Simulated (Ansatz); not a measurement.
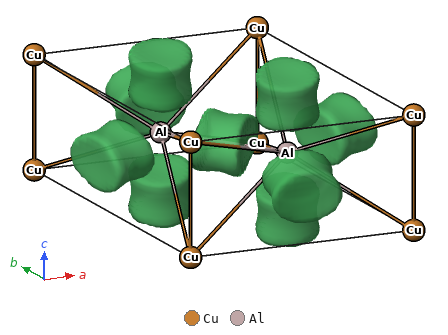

Figure 1: Al₂Cu. Isosurface of the electron localisation function at 0.6 (green), seen at an oblique angle. Only the valence region is drawn (cores and ρ < 0.01 e/Å³ removed). Sticks mark near contacts.

Space group P6/mmm; computed without spin polarisation.

Theory: Ansatz, DFT PBEsol, scalar-relativistic, plane waves, PAW.

Core electrons are frozen (PAW), and the valence fields are smoothed inside the atomic spheres.

```
Cu Al
1.0
     4.46281    0.00000    0.00000
    -2.23141    3.86491    0.00000
     0.00000    0.00000    2.63415
Cu Al
1 2
Direct
  0.00000 0.00000 0.00000
  0.33333 0.66667 0.50000
  0.66667 0.33333 0.50000
```

> Describe the localisation domains.

At this value the surface marks out five regions between bonded Al–Al atoms, counted in one cell of 3 atoms. Any copies at cell faces, edges or corners count once. Profiles from the grid: Al–Al (2.58 Å): the ELF peaks at about 0.75 between the atoms. Cu–Cu (2.63 Å): the ELF is about 0.25 at the midpoint (no shared electron pair shows on this line).

> Metal or insulator at this level of theory?

It is metallic or semimetallic at this level of theory: no gap opens.
